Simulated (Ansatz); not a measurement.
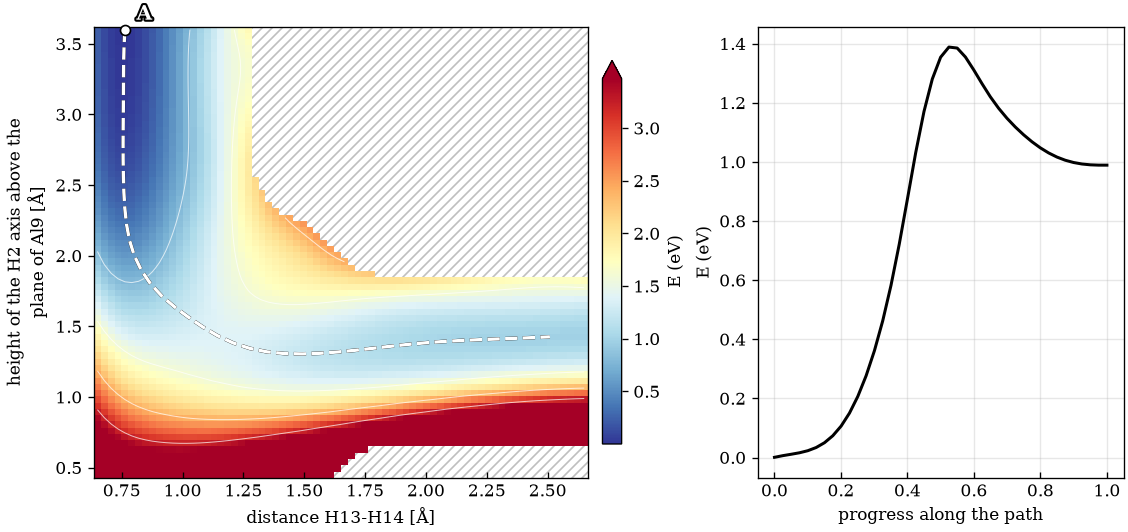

H₂ on an Al(111) slab cut from the Fm-3m phase, its upper half relaxed before the scan (12 atoms of substrate and one adsorbate in a 2 × 2 cell). H2 lies flat over one site of a rigid substrate while its bond length and height are varied; it sits over a hollow site, heights counted from the top plane, its axis along the first surface vector. The first coordinate is: distance H13-H14; the second: height of the H2 axis above the plane of Al9. The grid has 8 × 9 points. At 18 points there is no value (left out: too close to the surface, or the stretched molecule far from it). Points are written as (first, second). Energies: eV, counted from the lowest grid point. Level of theory: Ansatz 0.2.0, DFT PBE, scalar-relativistic, plane waves, PAW. Settings: cutoff 420 eV, k-mesh 6×6×1, gaussian smearing 0.1 eV, no spin polarisation.

In the figure: a smooth colour map with a few white contour lines, a line along the lowest path, one colour for all values above the top of the scale, hatched blanks where no value was computed, the energy along the path at the right, the start A. Between grid points the surface is interpolated.

**Describe the path and its barrier.**

The easiest path runs from the intact molecule far from the surface, (0.750 Å, 3.60 Å), to the stretched end of the scan, about (2.51 Å, 1.43 Å). Its highest point, at (1.181 Å, 1.41 Å), lies about 1.4 eV above the start and 0.4 eV above the end on the interpolated surface. An end on the edge of the scan is no minimum, so the barrier from there is a lower bound.
